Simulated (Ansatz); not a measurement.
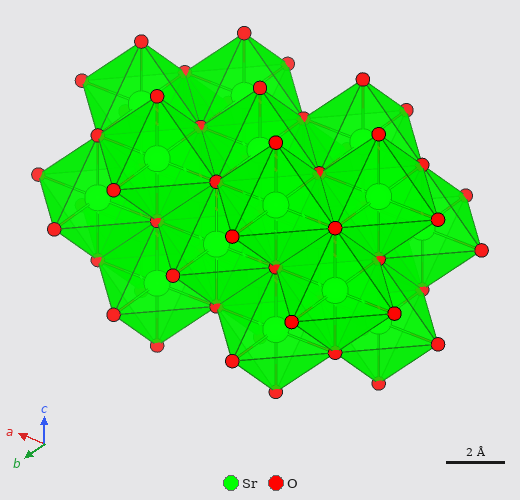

Crystalline SrO (set up in Fm-3m), before the relaxation. The picture is a polyhedral view of the conventional cell (4 times the calculation's cell), repeated 2 × 1 × 1 with one cell outlined, seen from a free direction. Lengths and directions refer to the drawn axes.

The run lets cell and atoms move.

Level of theory: Ansatz 0.2.0, Kohn-Sham DFT of a periodic cell, PBE, Ansatz PAW.

Input
```yaml
crystal:
  lattice:
    - [0.0, 2.5663, 2.5663]
    - [2.5663, 0.0, 2.5663]
    - [2.5663, 2.5663, 0.0]
  atoms:
    - { symbol: Sr, position: [0.5, 0.5, 0.5] }
    - { symbol: O, position: [0.0, 0.0, 0.0] }
hamiltonian:
  xc: pbe
  pseudopotentials: { kind: paw }
kpoints:
  mp_grid: { grid: [9, 9, 9] }
scf:
  occupations: { method: fermi_dirac, width: 0.05 }
output:
  forces: true
  stress: true
  eigenvalues: true
  write_density: true
  write_potential: true
  elf: true
  volumetric_format: npy
relax:
  f_tol: 0.01
  max_steps: 40
  cell: { stress_tol: 0.05, p_target: 20.0 }
```

Launched with:
```bash
ansatz run input.yaml --threads 2 --pin off --max-ram 5632MiB --backend cpu --events-out ev --progress --plain --runs-dir out
```

**Where does the relaxation end?**

The atoms keep their places relative to the cell (all moves are under 0.005 Å). The drawn cell changes as follows: a = b = c 5.133 → 4.919 Å (−4.2 %); the volume changes by −12.0 %. Some distances before and after: Sr–Sr 3.629 → 3.478 Å, O–Sr 2.566 → 2.460 Å. The space group stays Fm-3m (No. 225). The energy rises by 0.272 eV per cell of the calculation in 4 accepted moves (6 points after the start). With the target pressure of 20 GPa, the enthalpy E + pV changes by −0.233 eV per cell of the calculation. All forces vanish by symmetry, so only the cell relaxes. The pressure goes from 3.32 to 19.99 GPa. At 2 points the geometry stayed and the basis and grid were re-selected for the new cell (energy shift of 4.8 meV per cell of the calculation at most each time).

After the run, drawn alike:

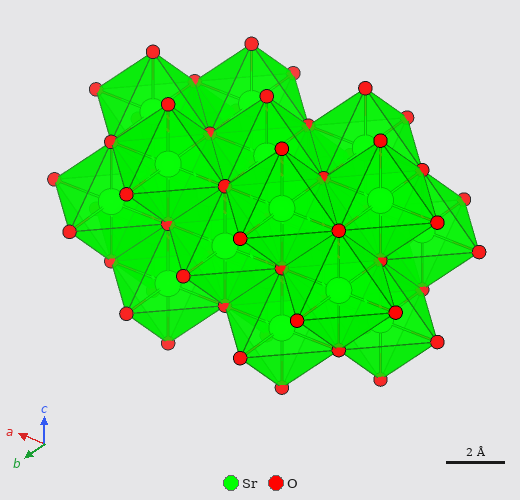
